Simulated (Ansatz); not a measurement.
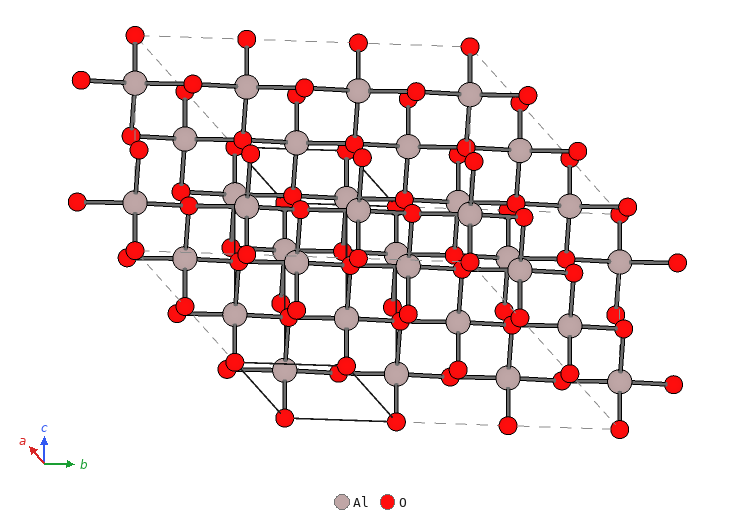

View from a general direction, drawn as a ball-and-stick model. The solid frame is a single conventional unit cell within a 3×3×1 block. A few atoms beyond the faces are included.

Describe this structure.

Composition: Al$_{2}$O$_{3}$. It takes space group P-3m1 (No. 164) on a primitive hexagonal lattice. Atoms per cell: 5 (2 Al, 3 O). The coordination shell of Al holds four O in a distorted tetrahedral arrangement. O takes two kinds of site: 2d with three Al in a trigonal pyramidal arrangement; 1a with two Al in a linear arrangement. The bonds build Al2O3 layers parallel to (001).

The starting point was a structure listed in the Materials Project. The cell was then strained or its atoms displaced on purpose. It went into a calculation with Ansatz.

At this level of theory the cell isn't at rest (stretched, at -6 GPa and forces up to 2.6 eV/Å), so its distances can differ from those at equilibrium, the more so the softer the solid.
